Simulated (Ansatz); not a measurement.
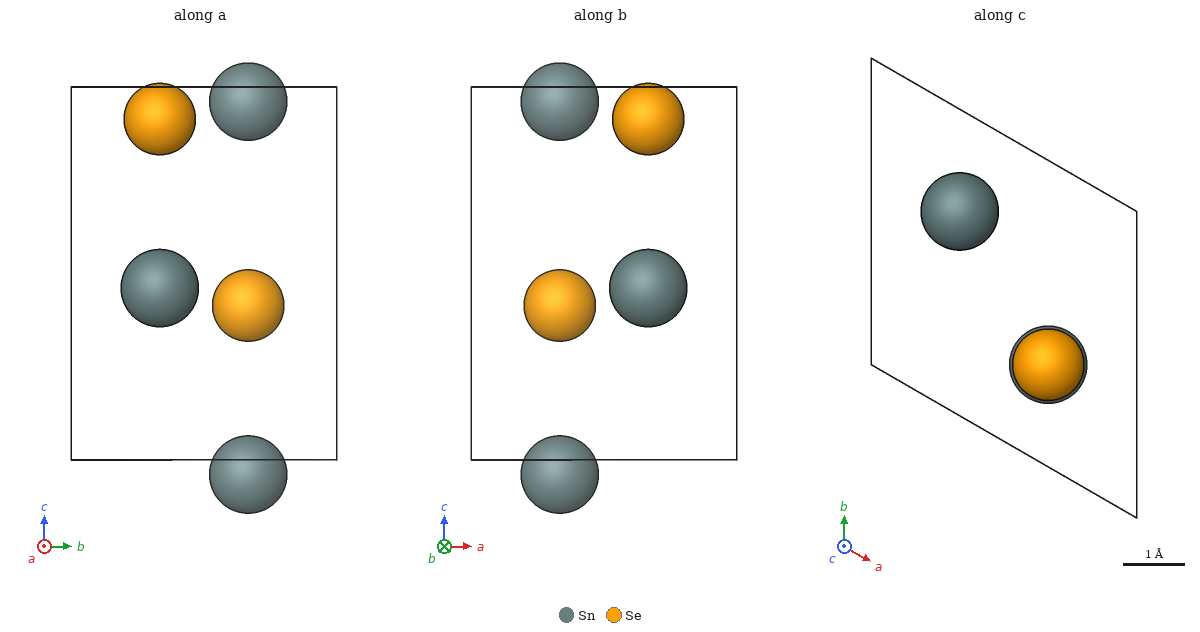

The image is a spheres-only drawing of a crystal, viewed along the a axis, along the b axis and along the c axis. The frame is the conventional unit cell; atoms at its boundary are shown with their periodic copies.

Lattice parameters: a = 5.0748 Å, b = 5.0748 Å, c = 6.1737 Å, α = 90.000°, β = 90.000°, γ = 120.000°.

Give the structure in the form of a CIF with its space group and independent sites, with free fractional coordinates to two decimals.

Answer.
```cif
data_structure
_symmetry_space_group_name_H-M 'P 63 m c'
_symmetry_Int_Tables_number 186
_cell_length_a 5.0748
_cell_length_b 5.0748
_cell_length_c 6.1737
_cell_angle_alpha 90.000
_cell_angle_beta 90.000
_cell_angle_gamma 120.000
_cell_volume 137.69
loop_
_atom_site_label
_atom_site_type_symbol
_atom_site_symmetry_multiplicity
_atom_site_Wyckoff_symbol
_atom_site_fract_x
_atom_site_fract_y
_atom_site_fract_z
_atom_site_occupancy
Sn1 Sn 2 b 0.3333 0.6667 0.96 1
Se1 Se 2 b 0.3333 0.6667 0.41 1
```

It goes back to a structure type filled with these elements by a generator (whether the compound takes this form wasn't checked). Earlier steps of the study may have refined or changed the cell and positions. It was run through Ansatz as a DFT input.
